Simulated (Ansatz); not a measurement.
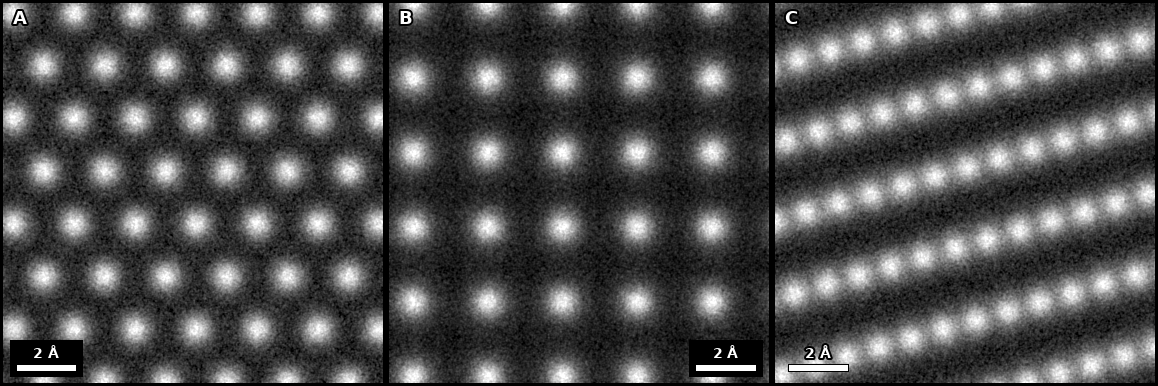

Three views of Re (Pm-3m, No. 221) along different zone axes. Simulated as the projected potential of neutral atoms (B = 0.5 Å²) blurred by a 0.50 Å probe, the thin-sample limit of integrated differential phase contrast. The display is stretched by a gamma of 0.65; percentages refer to the linear signal. Shot noise was added. Model: the input geometry of an electronic-structure calculation (not necessarily at equilibrium); the starting structure was generated, so it need not be a known form of this composition.

```cif
data_structure
_symmetry_space_group_name_H-M 'Pm-3m'
_symmetry_Int_Tables_number 221
_cell_length_a 2.5541
_cell_length_b 2.5541
_cell_length_c 2.5541
_cell_angle_alpha 90.000
_cell_angle_beta 90.000
_cell_angle_gamma 90.000
_cell_volume 16.66
loop_
_atom_site_label
_atom_site_type_symbol
_atom_site_symmetry_multiplicity
_atom_site_Wyckoff_symbol
_atom_site_fract_x
_atom_site_fract_y
_atom_site_fract_z
_atom_site_occupancy
Re1 Re 1 a 0.00000 0.00000 0.00000 1
```

**Match the panels to the zone axes [001], [111] and [210].**

A is [111]: projected cell 2.09 × 2.09 Å, 120°, plane group p6mm. B is [001]: projected cell 2.55 × 2.55 Å, 90°, plane group p4mm. C is [210]: projected cell 1.14 × 2.55 Å, 90°, plane group p2mm.
